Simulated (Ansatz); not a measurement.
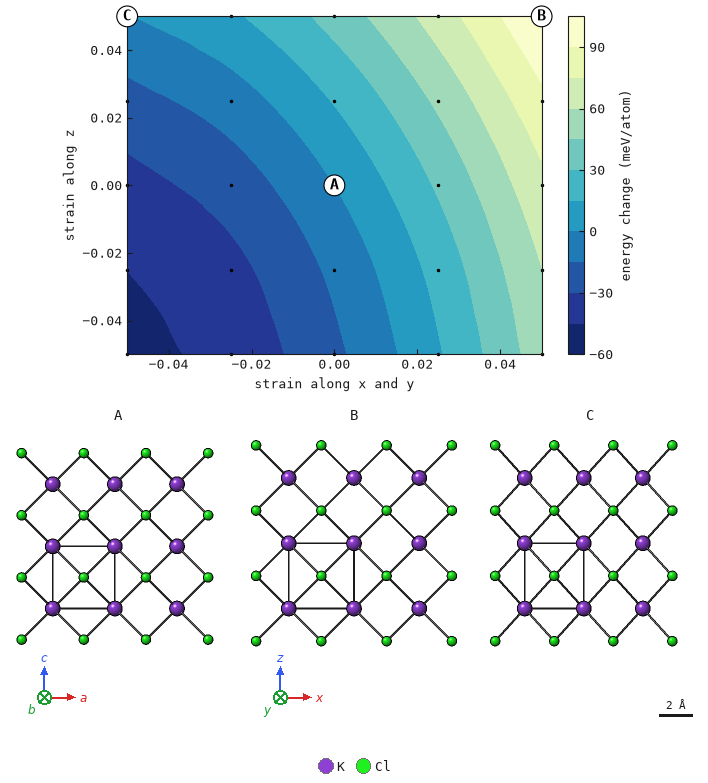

Energy scan for crystalline KCl (Pm-3m), in which the cell is strained equally along x and y and separately along z, with the atoms kept at their fractional coordinates. x, y and z are the Cartesian axes of the input. The map is interpolated between the computed points (dots). The lettered frames are marked on it. A ball-and-stick model of the cell of the calculation, repeated 2 × 2 × 2 with one cell outlined, seen along the b axis.

The calculation used DFT LDA, scalar-relativistic, plane waves, PAW in Ansatz 0.2.0. Set-up: plane-wave cutoff 420 eV; k-point mesh 6 × 6 × 6; occupations gaussian; smearing width 0.05 eV; no spin polarisation. Energies (free energies at the smearing named) are counted from the cell as listed in its source, which wasn't relaxed.

Question: Where is the lowest point of the map, and what else does it tell?

Answer: In pairs of (strain along x and y; strain along z): the lowest computed point lies at (−0.050, −0.050) (−49.0 meV/atom), the highest at (0.050, 0.050) (104.9 meV/atom). It lies on the edge of the grid, so the true minimum may be outside the range scanned. The pressure runs from −4.2 GPa at (0.050, 0.050) to −0.3 GPa at (−0.050, −0.050). The frames lie at A (0.000, 0.000): 0.0 meV/atom, B (0.050, 0.050): 104.9 meV/atom, C (−0.050, 0.050): −0.9 meV/atom.

The computed points:

Rows: strain along x and y; columns: strain along z; values in meV/atom.

```tsv
	−0.050	−0.025	0.000	0.025	0.050
−0.050	−49.0	−44.9	−35.2	−20.3	−0.9
−0.025	−39.9	−34.1	−23.1	−7.3	12.5
0.000	−18.4	−11.6	0.0	16.0	35.9
0.025	13.2	20.2	31.9	47.7	67.2
0.050	52.9	59.7	71.0	86.2	104.9
```
